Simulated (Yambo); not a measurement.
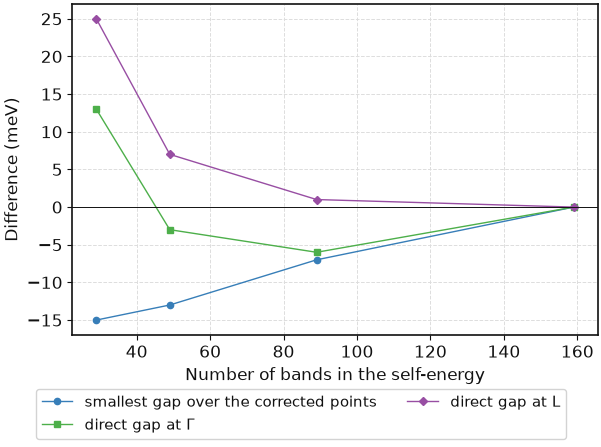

G0W0 gaps of zincblende GaP, space group F-43m (No. 216), 2 atoms in the primitive cell (cubic a = 5.451 Å) as the number of bands in the self-energy is raised, all else fixed. The plot shows differences from the last run. Method: LDA, PseudoDojo 0.4.1 SR LDA standard, no spin polarisation, no spin-orbit coupling, 6×6×6 k mesh, 1088 eV cutoff, fixed occupations (Yambo); in the last run, G0W0 with frequency dependence of W plasmon pole, bands in the response 159, bands in the self-energy 159, cutoff of the response matrix 6 Ry and cutoff of exchange and Vxc 80 Ry.

### Which number of bands in the self-energy is enough for 10 meV?

The smallest gap over the corrected points starts −15 meV from the last run and still moves by 7 meV in the last step, from 89 to 159. The direct gap at Γ starts +13 meV from the last run and stays within 10 meV of it from 49 on. The direct gap at L starts +25 meV from the last run and stays within 10 meV of it from 49 on. This holds at the response cutoff of these runs; a larger one needs more bands.

| number of bands in the self-energy | smallest gap over the corrected points (eV) | direct gap at Γ (eV) | direct gap at L (eV) |
| --- | --- | --- | --- |
| 29 | 2.217 | 2.333 | 3.525 |
| 49 | 2.219 | 2.317 | 3.507 |
| 89 | 2.225 | 2.314 | 3.501 |
| 159 | 2.232 | 2.320 | 3.500 |

The potentials hold a filled d shell without the s and p states of that shell, which can shift GW gaps by tenths of an eV, either way. Measured GaP has its conduction bottom near X; the order of its valleys hangs on the functional and the volume. The settings that aren't varied aren't converged either.
